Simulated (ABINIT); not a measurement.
**Single-point calculation, with input and output: C (part 1 of 2)**

C (P-3m1, 4 atoms in the cell), computed with Kohn-Sham DFT of a periodic cell, LDA, PseudoDojo NC SR LDA v0.4.1 standard, no spin polarisation (ABINIT 10.8.3).

The structure derives from a Materials Project entry.

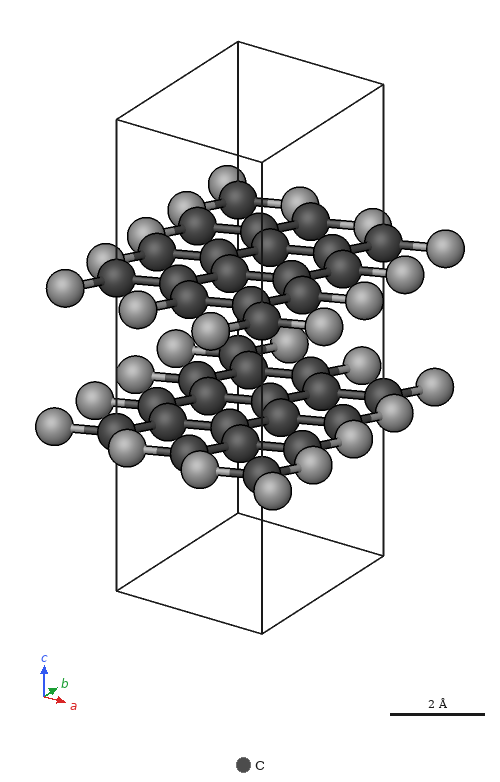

**Figure 1.** The structure (ball-and-stick view of the 2 × 3 repeat of the cell, with the vacuum cut short, seen slightly off an axis; neighbours outside the cell are drawn fainter). An atom can appear more than once, as a periodic image.

### The input
```
pp_dirpath "./"
pseudos "C.upf"

acell 2.456227506 2.456227506 24.1339601687 Angstrom
rprim
     1.0000000000     0.0000000000     0.0000000000
    -0.5000000000     0.8660254038     0.0000000000
     0.0000000000     0.0000000000     1.0000000000
ntypat 1
znucl 6
natom 4
typat 1 1 1 1
xred
     0.6666666667     0.3333333333     0.5704754400
     0.3333333333     0.6666666667     0.4295245600
     0.0000000000     0.0000000000     0.4295312300
     0.0000000000     0.0000000000     0.5704687700

ecut 843.552974 eV

kptopt 1
ngkpt 9 9 2
nshiftk 1
shiftk 0.0 0.0 0.0

ixc 7

nband 12
occopt 3
tsmear 0.00183747

nstep 100
tolvrs 1.0e-10

iomode 3
prtwf 0
prtden 0
prteig 0
prtebands 0
prtvol 2
```

Command:
```bash
abinit run.abi > log 2>&1
```

### The program's output
```
.Version 10.8.3 of ABINIT
 Symmetries : space group P-3 m 1 (#164); Bravais hP (primitive hexag.)
================================================================================
 Values of the parameters that define the memory need of the present run
     intxc =       0    ionmov =       0      iscf =       7    lmnmax =       4
     lnmax =       4     mgfft =     240  mpssoang =       2    mqgrid =   11431
     natom =       4  nloc_mem =       1    nspden =       1   nspinor =       1
    nsppol =       1      nsym =      12    n1xccc =    2501    ntypat =       1
    occopt =       3   xclevel =       1
       mpw =        7052          nfft =      138240          nkpt =          24
================================================================================
================================================================================

--------------------------------------------------------------------------------
------------- Echo of variables that govern the present computation ------------
--------------------------------------------------------------------------------
 -outvars: echo values of preprocessed input variables --------
            acell      4.6415972893E+00  4.6415972893E+00  4.5606575052E+01 Bohr
              amu      1.20110000E+01
             ecut      3.10000000E+01 Hartree
              ixc           7
         kptrlatt        9    0    0      0    9    0      0    0    2
          kptrlen      4.17743756E+01
            natom           4
            nband          12
            ngfft          24      24     240
             nkpt          24
            nstep         100
             nsym          12
           ntypat           1
           occopt           3
           prtden           0
        prtebands           0
           prteig           0
           prtvol           2
            prtwf           0
            rprim      1.0000000000E+00  0.0000000000E+00  0.0000000000E+00
                      -5.0000000000E-01  8.6602540380E-01  0.0000000000E+00
                       0.0000000000E+00  0.0000000000E+00  1.0000000000E+00
          spgroup         164
           tolvrs      1.00000000E-10
           tsmear      1.83747000E-03 Hartree
            typat      1  1  1  1
           xangst      1.2281137530E+00  7.0905180590E-01  1.3767831546E+01
                      -2.8045122815E-16  1.4181036118E+00  1.0366128623E+01
                       2.2724669424E-17  3.9360282028E-17  1.0366289596E+01
                       2.2724669424E-17  3.9360282028E-17  1.3767670573E+01
            xcart      2.3207986446E+00  1.3399137222E+00  2.6017430970E+01
                      -5.2997601288E-16  2.6798274445E+00  1.9589144082E+01
                       4.2943401513E-17  7.4380153272E-17  1.9589448278E+01
                       4.2943401513E-17  7.4380153272E-17  2.6017126774E+01
             xred      6.6666666667E-01  3.3333333333E-01  5.7047544000E-01
                       3.3333333333E-01  6.6666666667E-01  4.2952456000E-01
                       1.8503717077E-17  1.8503717077E-17  4.2953123000E-01
                       1.8503717077E-17  1.8503717077E-17  5.7046877000E-01
            znucl        6.00000

================================================================================

 chkinp: Checking input parameters for consistency.

================================================================================
== DATASET  1 ==================================================================

--- !DatasetInfo
iteration_state: {dtset: 1, }
dimensions: {natom: 4, nkpt: 24, mband: 12, nsppol: 1, nspinor: 1, nspden: 1, mpw: 7052, }
cutoff_energies: {ecut:  31.0, pawecutdg:  -1.0, }
electrons: {nelect:   1.60000000E+01, charge:   0.00000000E+00, occopt:   3.00000000E+00, tsmear:   1.83747000E-03, }
meta: {optdriver: 0, ionmov: 0, optcell: 0, iscf: 7, paral_kgb: 0, }
...

 Exchange-correlation functional for the present dataset will be:
  LDA: Perdew-Wang 92 LSD fit to Ceperley-Alder data - ixc=7
  J.P.Perdew and Y.Wang, PRB 45, 13244 (1992)

 Real(R)+Recip(G) space primitive vectors, cartesian coordinates (Bohr,Bohr^-1):
 R(1)=  4.6415973  0.0000000  0.0000000  G(1)=  0.2154431  0.1243861  0.0000000
 R(2)= -2.3207986  4.0197412  0.0000000  G(2)=  0.0000000  0.2487722  0.0000000
 R(3)=  0.0000000  0.0000000 45.6065751  G(3)=  0.0000000  0.0000000  0.0219267
 Unit cell volume ucvol=  8.5092838E+02 bohr^3
 Angles (23,13,12)=  9.00000000E+01  9.00000000E+01  1.20000000E+02 degrees

 getcut: wavevector=  0.0000  0.0000  0.0000  ngfft=  24  24 240
         ecut(hartree)=     31.000   => boxcut(ratio)=   2.06299

--- Pseudopotential description ------------------------------------------------
- pspini: atom type   1  psp file is ./C.upf
12 -1012 1 -1 1234                            pspcod,pspxc,lmax,lloc,mmax
     nproj     2     2

   2.78465922E+02                                ecore*ucvol(ha*bohr**3)
--------------------------------------------------------------------------------

================================================================================

--- !BeginCycle
iteration_state: {dtset: 1, }
solver: {iscf: 7, nstep: 100, nline: 4, wfoptalg: 0, }
tolerances: {tolvrs: 1.00E-10, }
...

     iter   Etot(hartree)      deltaE(h)  residm     vres2
 ETOT  1  -24.014367682592    -2.401E+01 9.812E-02 7.937E+02
 ETOT  2  -24.117354005577    -1.030E-01 1.234E-02 4.978E+02
 ETOT  3  -24.118093405718    -7.394E-04 1.671E-03 4.283E+02
 ETOT  4  -24.118547775973    -4.544E-04 1.004E-03 3.400E+02
 ETOT  5  -24.118713876689    -1.661E-04 9.518E-04 2.923E+02
 ETOT  6  -24.119030282224    -3.164E-04 5.846E-04 2.220E+02
 ETOT  7  -24.119176654165    -1.464E-04 7.865E-04 1.617E+02
 ETOT  8  -24.119215754198    -3.910E-05 3.546E-04 1.224E+02
 ETOT  9  -24.119229460908    -1.371E-05 5.384E-04 8.922E+01
 ETOT 10  -24.119236955216    -7.494E-06 3.774E-04 6.913E+01
 ETOT 11  -24.119241549991    -4.595E-06 5.560E-04 4.900E+01
 ETOT 12  -24.119246948055    -5.398E-06 1.453E-03 3.070E+01
 ETOT 13  -24.119248298597    -1.351E-06 5.937E-03 1.449E+01
 ETOT 14  -24.119250029907    -1.731E-06 3.413E-03 2.723E+00
 ETOT 15  -24.119250007327     2.258E-08 2.650E-03 3.596E-01
 ETOT 16  -24.119250939451    -9.321E-07 2.134E-04 1.335E-02
 ETOT 17  -24.119250976928    -3.748E-08 6.303E-05 8.559E-04
 ETOT 18  -24.119250979473    -2.545E-09 1.387E-02 5.204E-04
 ETOT 19  -24.119250979785    -3.118E-10 1.408E-04 3.743E-04
 ETOT 20  -24.119250980052    -2.669E-10 3.280E-05 2.574E-04
 ETOT 21  -24.119250980194    -1.423E-10 8.165E-06 1.356E-04
 ETOT 22  -24.119250980301    -1.065E-10 2.066E-06 5.327E-05
 ETOT 23  -24.119250980311    -9.759E-12 4.044E-06 3.624E-05
 ETOT 24  -24.119250980314    -3.261E-12 1.035E-06 2.334E-05
 ETOT 25  -24.119250980320    -6.001E-12 2.023E-06 2.047E-05
 ETOT 26  -24.119250980306     1.367E-11 5.214E-07 1.163E-05
 ETOT 27  -24.119250980308    -2.185E-12 1.015E-06 4.363E-06
 ETOT 28  -24.119250980311    -3.066E-12 2.631E-07 6.584E-07
 ETOT 29  -24.119250980312    -1.062E-12 5.115E-07 5.631E-08
 ETOT 30  -24.119250980310     2.885E-12 1.333E-07 2.494E-09
 ETOT 31  -24.119250980296     1.320E-11 2.590E-07 1.434E-09
 ETOT 32  -24.119250980313    -1.659E-11 6.774E-08 4.277E-10
 ETOT 33  -24.119250980308     4.828E-12 1.314E-07 2.382E-10
 ETOT 34  -24.119250980311    -2.689E-12 3.445E-08 8.342E-11

 At SCF step   34       vres2   =  8.34E-11 < tolvrs=  1.00E-10 =>converged.

 Cartesian components of stress tensor (hartree/bohr^3)
  sigma(1 1)=  7.26126264E-05  sigma(3 2)=  0.00000000E+00
  sigma(2 2)=  7.26126264E-05  sigma(3 1)=  0.00000000E+00
  sigma(3 3)=  4.30663980E-05  sigma(2 1)=  0.00000000E+00

--- !ResultsGS
iteration_state: {dtset: 1, }
comment   : Summary of ground state results
lattice_vectors:
- [  4.6415973,   0.0000000,   0.0000000, ]
- [ -2.3207986,   4.0197412,   0.0000000, ]
- [  0.0000000,   0.0000000,  45.6065751, ]
lattice_lengths: [   4.64160,    4.64160,   45.60658, ]
lattice_angles: [ 90.000,  90.000, 120.000, ] # degrees, (23, 13, 12)
lattice_volume:   8.5092838E+02
convergence: {deltae: -2.689E-12, res2:  8.342E-11, residm:  3.445E-08, diffor: null, }
etotal    :  -2.41192510E+01
entropy   :   0.00000000E+00
fermie    :  -7.08496777E-02
cartesian_stress_tensor: # hartree/bohr^3
- [  7.26126264E-05,   0.00000000E+00,   0.00000000E+00, ]
- [  0.00000000E+00,   7.26126264E-05,   0.00000000E+00, ]
- [  0.00000000E+00,   0.00000000E+00,   4.30663980E-05, ]
pressure_GPa:  -1.8466E+00
xred      :
- [  6.6667E-01,   3.3333E-01,   5.7048E-01,  C]
- [  3.3333E-01,   6.6667E-01,   4.2952E-01,  C]
- [  1.8504E-17,   1.8504E-17,   4.2953E-01,  C]
- [  1.8504E-17,   1.8504E-17,   5.7047E-01,  C]
cartesian_forces: # hartree/bohr
- [  1.16022354E-28,  -1.80860951E-27,  -3.69643193E-05, ]
- [ -3.48067063E-28,  -1.00478306E-27,   3.69643193E-05, ]
- [ -8.12156479E-28,  -2.00956612E-28,   6.69030483E-04, ]
- [  1.04420119E-27,   3.01434918E-27,  -6.69030483E-04, ]
force_length_stats: {min:   3.69643193E-05, max:   6.69030483E-04, mean:   3.52997401E-04, }
...

 Integrated electronic density in atomic spheres:
 ------------------------------------------------
 Atom  Sphere_radius  Integrated_density
    1        2.00000          4.76541908
    2        2.00000          4.76541908
    3        2.00000          4.76372278
    4        2.00000          4.76372278
================================================================================

 ----iterations are completed or convergence reached----

 Mean square residual over all n,k,spin=   15.690E-11; max=  34.452E-09
   0.0000  0.0000  0.0000    1  1.15020E-16 kpt; spin; max resid(k); each band:
  1.79E-18 1.71E-18 4.45E-18 3.82E-18 9.50E-20 9.50E-20 9.71E-20 9.71E-20
  2.93E-17 5.74E-17 1.15E-16 6.66E-17
   0.1111  0.0000  0.0000    1  5.83854E-17 kpt; spin; max resid(k); each band:
  1.65E-18 1.55E-18 4.42E-18 3.80E-18 3.35E-19 3.44E-19 9.11E-20 9.76E-20
  2.88E-17 5.63E-17 3.01E-17 5.84E-17
   0.2222  0.0000  0.0000    1  2.53797E-11 kpt; spin; max resid(k); each band:
  1.28E-18 1.18E-18 4.26E-18 4.53E-19 4.16E-19 3.77E-18 8.28E-20 8.65E-20
  4.76E-17 6.08E-17 1.26E-15 2.54E-11
   0.3333  0.0000  0.0000    1  4.56979E-10 kpt; spin; max resid(k); each band:
  1.12E-18 1.00E-18 7.48E-19 7.37E-19 7.12E-20 7.60E-20 5.22E-18 4.63E-18
  4.08E-18 3.98E-18 3.97E-17 4.57E-10
   0.4444  0.0000  0.0000    1  2.76840E-18 kpt; spin; max resid(k); each band:
  2.00E-18 1.98E-18 1.51E-18 1.48E-18 6.94E-20 7.32E-20 2.39E-18 2.77E-18
  2.77E-18 2.56E-18 2.01E-18 2.53E-18
   0.1111  0.1111  0.0000    1  2.20976E-16 kpt; spin; max resid(k); each band:
  1.40E-18 1.28E-18 4.36E-18 3.79E-18 4.06E-19 4.08E-19 2.20E-19 2.19E-19
  3.26E-17 5.92E-17 8.70E-17 2.21E-16
   0.2222  0.1111  0.0000    1  3.00149E-17 kpt; spin; max resid(k); each band:
  1.12E-18 1.06E-18 6.58E-19 6.79E-19 2.44E-19 2.46E-19 5.48E-18 4.98E-18
  1.43E-17 3.00E-17 1.88E-17 2.18E-17
   0.3333  0.1111  0.0000    1  9.87140E-09 kpt; spin; max resid(k); each band:
  1.63E-18 1.03E-18 1.32E-18 1.01E-18 2.64E-19 2.61E-19 4.95E-18 3.25E-18
  2.98E-18 3.29E-18 4.23E-15 9.87E-09
   0.4444  0.1111  0.0000    1  2.88298E-18 kpt; spin; max resid(k); each band:
  2.51E-18 2.57E-18 9.17E-19 8.30E-19 2.65E-19 2.62E-19 2.34E-18 2.83E-18
  2.88E-18 2.44E-18 2.17E-18 2.86E-18
   0.2222  0.2222  0.0000    1  5.34481E-17 kpt; spin; max resid(k); each band:
  1.09E-18 1.05E-18 7.90E-19 8.24E-19 2.71E-19 2.47E-19 5.22E-18 4.78E-18
  2.79E-18 3.25E-18 5.34E-17 2.45E-17
   0.3333  0.2222  0.0000    1  1.77981E-14 kpt; spin; max resid(k); each band:
  1.08E-18 1.05E-18 1.02E-18 8.28E-19 5.43E-19 3.52E-19 4.45E-18 3.77E-18
  2.77E-18 3.35E-18 1.78E-14 1.61E-15
   0.3333  0.3333  0.0000    1  1.06543E-17 kpt; spin; max resid(k); each band:
  6.97E-19 7.77E-19 7.77E-19 6.67E-19 5.76E-19 5.76E-19 6.51E-19 7.40E-19
  7.40E-19 5.93E-19 1.07E-17 1.06E-17
   0.0000  0.0000  0.5000    1  6.67277E-17 kpt; spin; max resid(k); each band:
  1.84E-18 1.73E-18 4.62E-18 3.55E-18 9.51E-20 9.51E-20 9.85E-20 9.85E-20
  6.12E-17 3.51E-17 3.69E-17 6.67E-17
   0.1111  0.0000  0.5000    1  6.19293E-17 kpt; spin; max resid(k); each band:
  1.69E-18 1.58E-18 4.58E-18 3.53E-18 3.35E-19 3.44E-19 9.12E-20 9.78E-20
  6.01E-17 3.27E-17 3.18E-17 6.19E-17
   0.2222  0.0000  0.5000    1  8.98152E-14 kpt; spin; max resid(k); each band:
  1.29E-18 1.21E-18 4.41E-18 4.56E-19 4.14E-19 3.52E-18 8.30E-20 8.69E-20
  6.66E-17 4.00E-17 8.98E-14 6.45E-14
   0.3333  0.0000  0.5000    1  3.81238E-10 kpt; spin; max resid(k); each band:
```
